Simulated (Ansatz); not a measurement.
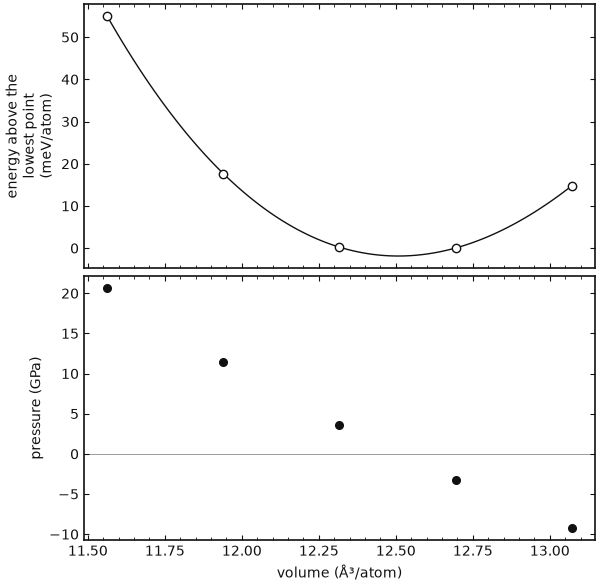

Computed with Ansatz 0.2.0 development build: equation of state of a cubic crystal from periodic Kohn-Sham density functional theory without spin, third-order Birch-Murnaghan fit to the free energies; pressure corrected for the finite basis. Level: HSE06.

- structure type: rock salt
- atoms in cell: 2
- space group number: 225
- lattice centring: face-centred primitive
- k mesh: 4×4×4
- occupation method: Fermi–Dirac
- occupation width: 0.1 eV
- wave cutoff: 490 eV
- datasets: all-electron datasets
- density tolerance: 1e−09 eV
- bands: 19
- density cutoff ratio: 4
- nucleus: point
- search for lower states: default
- exchange singularity: regularized

Energy above the lowest point and pressure against volume for HfC, space group Fm-3m (No. 225) (one of a set of cubic test structures, which need not be the stable phase).

A third-order Birch–Murnaghan fit gives V0 = 12.51 Å³/atom, B0 = 225 GPa and B′ = 3.7. The energy above the lowest point is 55.0 meV/atom at volume 11.56 Å³/atom and 14.8 meV/atom at 13.07 Å³/atom; the lowest computed point is at volume 12.69 Å³/atom (0.0 meV/atom). The pressure falls from 20.6 GPa at volume 11.56 Å³/atom to −9.3 GPa at 13.07 Å³/atom, and changes sign near 12.52 Å³/atom.

Caveats: coarse k-mesh, values are not converged in k.
